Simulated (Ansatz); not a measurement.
# MoS₂: single-point calculation (part 2 of 2)

The same run, continued: MoS₂ (slab, 27 atoms in the cell); DFT PBE+D3(BJ), scalar-relativistic, plane waves, PAW, no spin polarisation (Ansatz 0.2.0); cutoff 420 eV, 2×2×1 k-mesh, Gaussian smearing of 0.05 eV. The structure derives from an entry of the Crystallography Open Database. It belongs to a series of runs on one base structure; here: the slab at its places in the relaxed adsorbed structure.

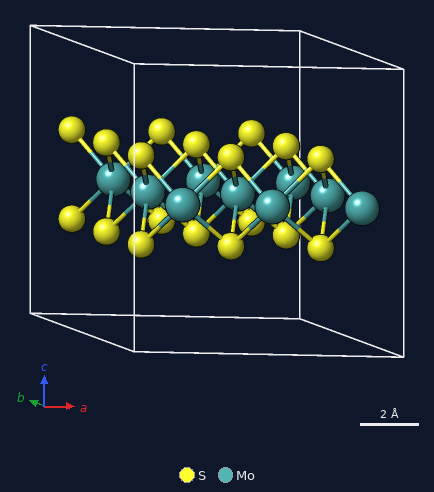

**Figure 1.** The structure as given in the input (ball-and-stick view of the cell of the calculation, with the vacuum cut short, seen slightly off an axis).

**Output, continued**
```
  k-point 0: bands = ["-62.7489", "-62.7174", "-62.7173", "-62.7172", "-62.7171", "-62.7170", "-62.7168", "-62.7012", "-62.7011", "-36.9722", "-36.9719", "-36.9717", "-36.9716", "-36.9715", "-36.9714", "-36.9705", "-36.9703", "-36.9245", "-36.9244", "-36.9085", "-36.8467", "-36.8466", "-36.8465", "-36.8461", "-36.8459", "-36.8458", "-36.8150", "-36.8149", "-36.7349", "-36.7348", "-36.7347", "-36.7342", "-36.7342", "-36.7341", "-36.6636", "-36.6636", "-16.0886", "-14.7795", "-14.7251", "-14.7249", "-14.7245", "-14.7224", "-14.7217", "-14.7214", "-14.2201", "-14.2194", "-14.2185", "-14.2176", "-14.2168", "-14.2164", "-13.8465", "-13.8463", "-13.8174", "-13.8166", "-7.5988", "-7.4024", "-7.4023", "-7.2087", "-7.2083", "-7.2077", "-7.2066", "-7.2056", "-7.2055", "-6.5686", "-6.5668", "-6.1649", "-6.1631", "-6.1624", "-6.1617", "-6.1607", "-6.1588", "-6.0344", "-6.0341", "-5.8277", "-5.8276", "-5.8274", "-5.8257", "-5.8251", "-5.8248", "-5.4666", "-5.4664", "-4.8365", "-4.8348", "-4.7484", "-4.7461", "-4.7455", "-4.7441", "-4.7438", "-4.7418", "-4.4869", "-4.4869", "-4.1178", "-4.1167", "-3.7722", "-3.5873", "-3.5870", "-3.5863", "-3.5845", "-3.5844", "-3.5828", "-3.3621", "-3.3620", "-3.2079", "-3.2075", "-3.2066", "-3.2049", "-3.2034", "-3.2031", "-2.9188", "-2.9179", "-2.9175", "-2.9169", "-2.9164", "-2.9153", "-2.0013", "-1.9143", "-1.9141", "-0.1351", "-0.1348", "0.3676", "0.3686", "0.3702", "0.3717", "0.3734", "0.3737", "0.4347", "0.4359", "0.4369", "0.4382", "0.4397", "0.4401", "0.9264", "0.9265", "1.1184", "1.1185", "1.1625", "1.1625", "1.5328", "1.5357", "1.5361", "1.5364", "1.5387", "1.5399", "1.7032"]
  k-point 1: bands = ["-62.7385", "-62.7382", "-62.7225", "-62.7224", "-62.7067", "-62.7067", "-62.7065", "-62.7064", "-62.7062", "-37.0712", "-37.0207", "-37.0204", "-37.0202", "-37.0201", "-36.9022", "-36.9020", "-36.8880", "-36.8876", "-36.8568", "-36.8566", "-36.8258", "-36.8257", "-36.8255", "-36.8251", "-36.8248", "-36.8112", "-36.8112", "-36.8108", "-36.8106", "-36.7683", "-36.7676", "-36.7579", "-36.7426", "-36.7425", "-36.6875", "-36.6872", "-15.6794", "-15.6789", "-14.9882", "-14.9875", "-14.6093", "-14.6084", "-14.3202", "-14.3197", "-14.1532", "-14.1520", "-14.1515", "-14.1499", "-14.1287", "-13.9886", "-13.9721", "-13.9711", "-13.9703", "-13.9697", "-7.7665", "-7.2920", "-7.2906", "-7.2900", "-7.2890", "-7.1732", "-7.1723", "-6.8861", "-6.8855", "-6.8735", "-6.8724", "-6.8722", "-6.8710", "-6.7881", "-6.0228", "-5.7643", "-5.7638", "-5.7631", "-5.7618", "-5.7311", "-5.7306", "-5.6206", "-5.6200", "-5.2632", "-5.2609", "-5.1621", "-5.1601", "-5.1588", "-5.1577", "-5.1354", "-5.1346", "-5.0702", "-4.8736", "-4.8704", "-4.2731", "-4.2730", "-4.2712", "-4.2703", "-4.0677", "-4.0646", "-3.9293", "-3.9267", "-3.8496", "-3.8492", "-3.8469", "-3.6639", "-3.6624", "-3.6603", "-3.6592", "-3.0083", "-3.0047", "-2.9643", "-2.9634", "-2.8169", "-2.7130", "-2.7129", "-2.5584", "-2.3964", "-2.3952", "-2.3930", "-2.3918", "-2.2579", "-2.2558", "0.0104", "0.0112", "0.3588", "0.3603", "0.3619", "0.3630", "0.3917", "0.3934", "0.4378", "0.6214", "0.6222", "0.7264", "0.7291", "0.7662", "0.7691", "0.8121", "0.8124", "0.9356", "0.9813", "0.9816", "0.9823", "0.9830", "1.4533", "1.4542", "1.4563", "1.4570", "1.5239"]
  k-point 2: bands = ["-62.7384", "-62.7383", "-62.7225", "-62.7224", "-62.7068", "-62.7066", "-62.7065", "-62.7064", "-62.7062", "-37.0712", "-37.0207", "-37.0205", "-37.0202", "-37.0201", "-36.9022", "-36.9020", "-36.8880", "-36.8876", "-36.8567", "-36.8566", "-36.8258", "-36.8257", "-36.8255", "-36.8251", "-36.8249", "-36.8113", "-36.8112", "-36.8107", "-36.8106", "-36.7682", "-36.7677", "-36.7579", "-36.7426", "-36.7425", "-36.6874", "-36.6873", "-15.6794", "-15.6789", "-14.9883", "-14.9874", "-14.6094", "-14.6083", "-14.3202", "-14.3197", "-14.1533", "-14.1522", "-14.1512", "-14.1499", "-14.1287", "-13.9886", "-13.9720", "-13.9712", "-13.9702", "-13.9698", "-7.7665", "-7.2921", "-7.2903", "-7.2901", "-7.2890", "-7.1730", "-7.1725", "-6.8860", "-6.8856", "-6.8734", "-6.8724", "-6.8722", "-6.8712", "-6.7881", "-6.0228", "-5.7643", "-5.7639", "-5.7630", "-5.7618", "-5.7310", "-5.7307", "-5.6207", "-5.6199", "-5.2632", "-5.2609", "-5.1619", "-5.1603", "-5.1590", "-5.1577", "-5.1355", "-5.1345", "-5.0702", "-4.8733", "-4.8708", "-4.2733", "-4.2728", "-4.2709", "-4.2705", "-4.0675", "-4.0648", "-3.9294", "-3.9265", "-3.8497", "-3.8492", "-3.8470", "-3.6637", "-3.6623", "-3.6607", "-3.6590", "-3.0083", "-3.0047", "-2.9642", "-2.9636", "-2.8169", "-2.7132", "-2.7127", "-2.5584", "-2.3964", "-2.3955", "-2.3929", "-2.3915", "-2.2580", "-2.2558", "0.0104", "0.0112", "0.3590", "0.3600", "0.3620", "0.3631", "0.3917", "0.3933", "0.4378", "0.6213", "0.6223", "0.7265", "0.7291", "0.7665", "0.7688", "0.8121", "0.8125", "0.9356", "0.9811", "0.9817", "0.9824", "0.9830", "1.4531", "1.4544", "1.4559", "1.4573", "1.5238"]
  k-point 3: bands = ["-62.7384", "-62.7383", "-62.7225", "-62.7224", "-62.7068", "-62.7067", "-62.7065", "-62.7064", "-62.7062", "-37.0712", "-37.0206", "-37.0204", "-37.0203", "-37.0202", "-36.9022", "-36.9020", "-36.8881", "-36.8876", "-36.8567", "-36.8567", "-36.8258", "-36.8257", "-36.8255", "-36.8250", "-36.8249", "-36.8113", "-36.8111", "-36.8108", "-36.8106", "-36.7684", "-36.7675", "-36.7579", "-36.7426", "-36.7425", "-36.6875", "-36.6872", "-15.6804", "-15.6779", "-14.9880", "-14.9877", "-14.6104", "-14.6073", "-14.3201", "-14.3198", "-14.1535", "-14.1522", "-14.1511", "-14.1499", "-14.1287", "-13.9885", "-13.9716", "-13.9707", "-13.9706", "-13.9702", "-7.7665", "-7.2914", "-7.2905", "-7.2900", "-7.2897", "-7.1737", "-7.1718", "-6.8859", "-6.8857", "-6.8733", "-6.8727", "-6.8717", "-6.8714", "-6.7881", "-6.0228", "-5.7648", "-5.7646", "-5.7618", "-5.7617", "-5.7310", "-5.7307", "-5.6206", "-5.6200", "-5.2646", "-5.2596", "-5.1618", "-5.1605", "-5.1585", "-5.1582", "-5.1353", "-5.1345", "-5.0703", "-4.8735", "-4.8705", "-4.2732", "-4.2727", "-4.2712", "-4.2704", "-4.0667", "-4.0655", "-3.9284", "-3.9276", "-3.8498", "-3.8491", "-3.8469", "-3.6632", "-3.6621", "-3.6613", "-3.6593", "-3.0092", "-3.0038", "-2.9640", "-2.9637", "-2.8169", "-2.7135", "-2.7124", "-2.5584", "-2.3961", "-2.3951", "-2.3932", "-2.3919", "-2.2588", "-2.2550", "0.0105", "0.0111", "0.3594", "0.3602", "0.3621", "0.3623", "0.3904", "0.3947", "0.4378", "0.6215", "0.6221", "0.7267", "0.7288", "0.7662", "0.7691", "0.8121", "0.8124", "0.9356", "0.9807", "0.9818", "0.9826", "0.9831", "1.4531", "1.4544", "1.4557", "1.4577", "1.5247"]
```

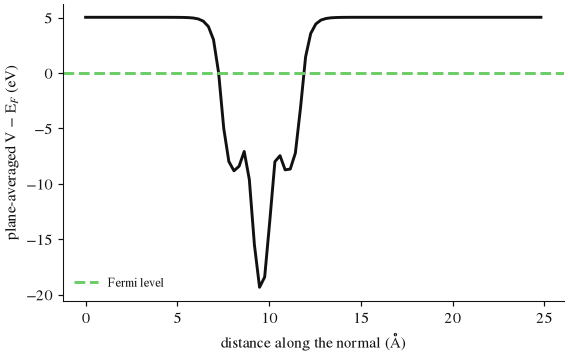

**Figure 2.** Plane average of the electrostatic potential energy of an electron across the cell, from the Fermi level. The vacuum level lies 5.03 eV above the Fermi level.

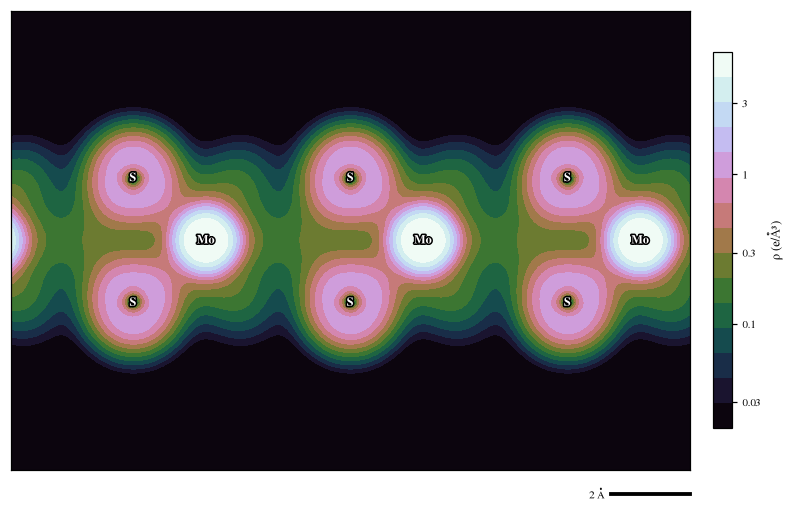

**Figure 3.** Valence charge density (pseudo) on the (110) plane of the calculation cell, a cut from vacuum to vacuum. Mo–S (2.40 Å): the density is about 0.61 e/Å³ at the midpoint. The density dies away to nearly zero in the vacuum. Core electrons are frozen (PAW), so the fields are smoothed inside the atomic spheres.

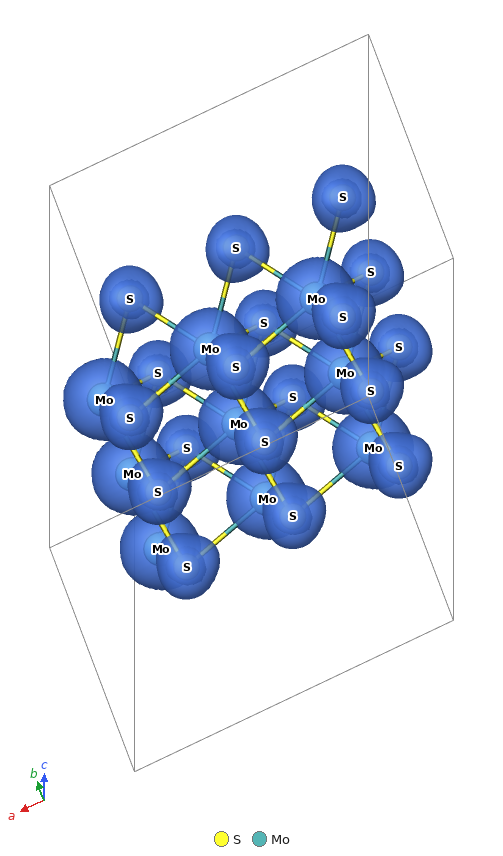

**Figure 4.** Isosurface of the valence charge density (pseudo) at 1 e/Å³ (blue), seen at an oblique angle. Sticks mark near contacts. At this value the density breaks into separate islands; it holds about 45 % of the electrons treated as valence (semicore included). It is pinched off along the Mo–S (2.40 Å) contacts. On the grid the lowest density along these lines, outside the cores, is 0.61 e/Å³ (Mo–S, 2.40 Å).

**Key numbers**

- outcome: converged
- electrons treated: 234
- free energy: −60873.8707 eV
- work function, top face: 5.03 eV
- work function, bottom face: 5.03 eV
- Fermi energy: −1.025 eV
- gap on the k-point mesh: 1.78 eV
- work function (upper face): 5.03 eV
- largest force (length of the vector): 0.062 eV/Å
- hardware: 8 threads of AMD EPYC (Zen 3), 32 GiB of memory available, shared host
- wall time: 10 s (CPU time 78 s)
- peak memory: 5.3 GiB
